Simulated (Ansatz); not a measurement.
A periodic structure is given below.

Space group R3m:H (No. 160). a = 2.489 Å, b = 2.489 Å, c = 9.681 Å, α = 90.00°, β = 90.00°, γ = 120.00°
```
atom  site  symmetry       x       y       z
   B    3a        3m  0.0000  0.0000  0.0003
   N    3a        3m  0.6667  0.3333  0.0006
```

### What would you see if this were drawn?

Formula: BN. It is rhombohedral (trigonal R), space group R3m (No. 160). One cell contains 3 B, 3 N, 6 atoms in all. The polyhedra are BN3 triangles; they share corners. About every B there are three N in a trigonal planar arrangement at 1.44 Å. The coordination shell of N holds three B in a trigonal planar arrangement at 1.44 Å. The bonds build BN layers parallel to (001).

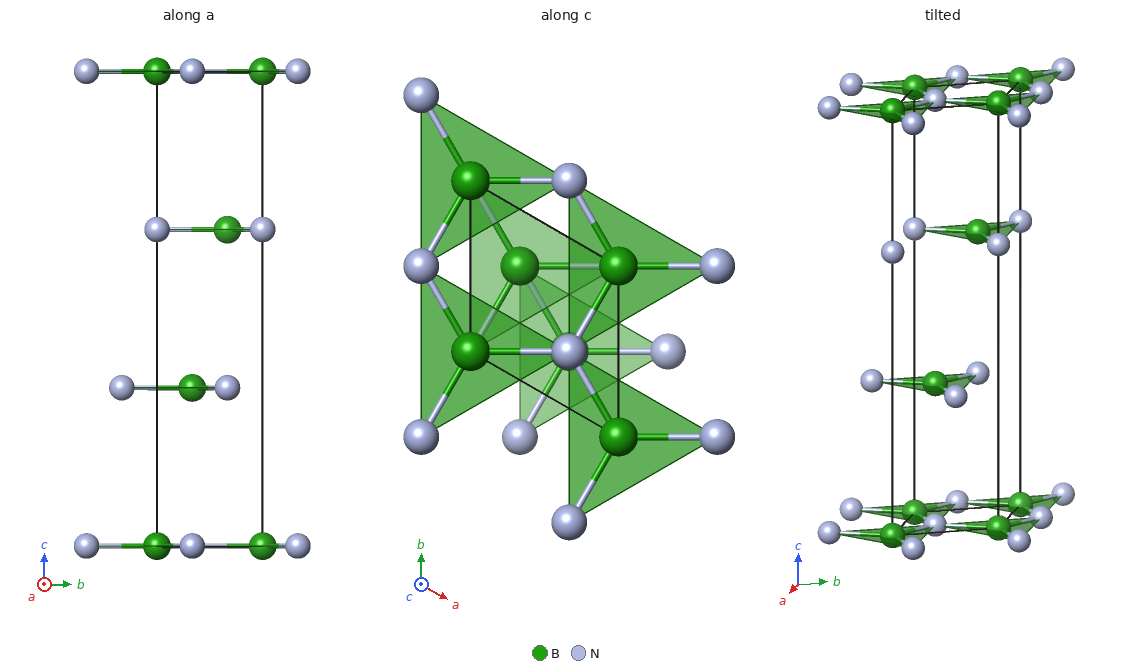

This polyhedral model is shown along the a axis, along the c axis and slightly off an axis. One conventional unit cell is framed, with atoms on its boundary repeated. A few atoms beyond the faces are included.

Origin of the cell: a structure listed in the Materials Project. The picture shows the end point of a geometry optimisation with DFT LDA, scalar-relativistic, plane waves, PAW (Ansatz).
